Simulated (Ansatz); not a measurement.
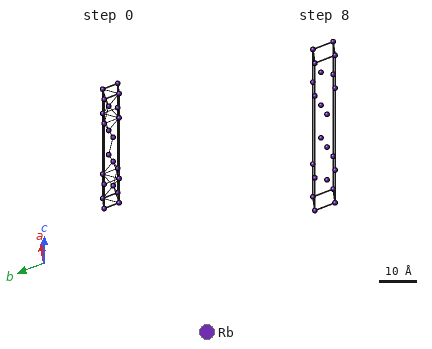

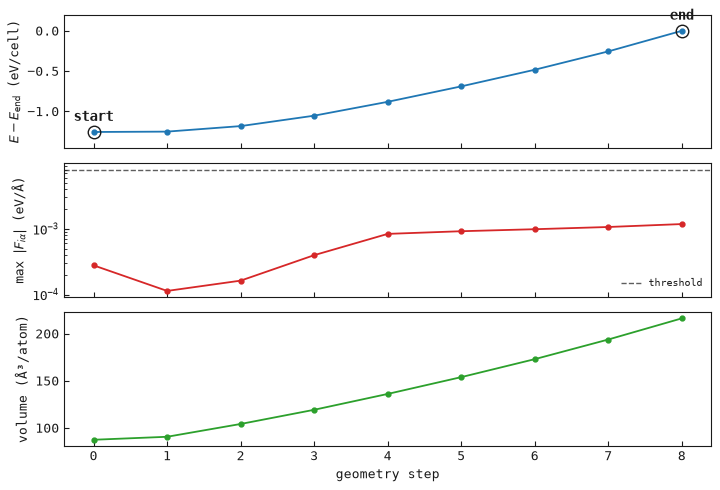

First and last geometry of a relaxation of a crystal of Rb (set up in R-3m), with the history of the run. Style: ball-and-stick. Shown: the conventional cell (3 times the calculation's cell), from a free direction. Lengths and directions refer to the drawn axes.

Case: relaxed at -1 GPa.

Method: Ansatz, DFT PBEsol, scalar-relativistic, plane waves, PAW.

Input
```yaml
crystal:
  lattice:
    - [2.498901493, 1.4427414497, 12.1294410836]
    - [-2.498901493, 1.4427414497, 12.1294410836]
    - [0.0, -2.8854828993, 12.1294410836]
  atoms:
    - { symbol: Rb, position: [0.0, 0.0, 0.0] }
    - { symbol: Rb, position: [0.7778058371, 0.7778058371, 0.7778058371] }
    - { symbol: Rb, position: [0.2221941629, 0.2221941629, 0.2221941629] }
basis:
  ecutwfc: 420
kpoints:
  mp_grid: { grid: [12, 12, 12] }
hamiltonian:
  xc: pbesol
scf:
  occupations: { method: gaussian, width: 0.1 }
output:
  forces: true
  stress: true
  eigenvalues: true
relax:
  adjacent_minimum: "off"
  f_tol: 0.008
  max_steps: 50
  cell: { stress_tol: 0.08, p_target: -1.0 }
```

Did the run converge, and what did it change?

The run was cut off at its time limit before the relaxation converged, so the last structure is only a point on the way. Over 8 geometry steps the energy rises by 1.256 eV per cell of the calculation. With the target pressure of -1 GPa, the enthalpy E + pV changes by −1.155 eV per cell of the calculation. Largest force component: 0.00028 eV/Å at the start, 0.0012 eV/Å at the end. Pressure: −0.03 GPa at the start and −0.63 GPa at the end. No atom moves by more than 0.005 Å relative to the cell. Cell: a = b 4.998 → 6.763 Å (+35.3 %), c 36.388 → 49.129 Å (+35.0 %). Volume +147.2 %. Among the contacts that change: Rb1–Rb1 4.998 → 6.763 Å, Rb1–Rb2 4.968 → 6.712 Å. Bonds break: Rb1–Rb2 (4.97 → 6.71 Å), Rb1–Rb3 (4.97 → 6.71 Å), Rb2–Rb3 (4.97 → 6.71 Å). The space group stays R-3m (No. 166).

```
step  E − E(0), meV/atom  largest force component, eV/Å  pressure, GPa  volume, Å³/atom
   0                0.00                         0.0003          -0.03           87.460
   1                1.53                         0.0001          -0.12           90.628
   2               24.38                         0.0002          -0.38          104.208
   3               67.49                         0.0004          -0.51          119.249
   4              124.84                         0.0008          -0.57          136.063
   5              188.80                         0.0009          -0.58          153.889
   6              257.65                         0.0010          -0.58          172.948
   7              333.54                         0.0011          -0.59          193.784
   8              418.75                         0.0012          -0.63          216.226
```
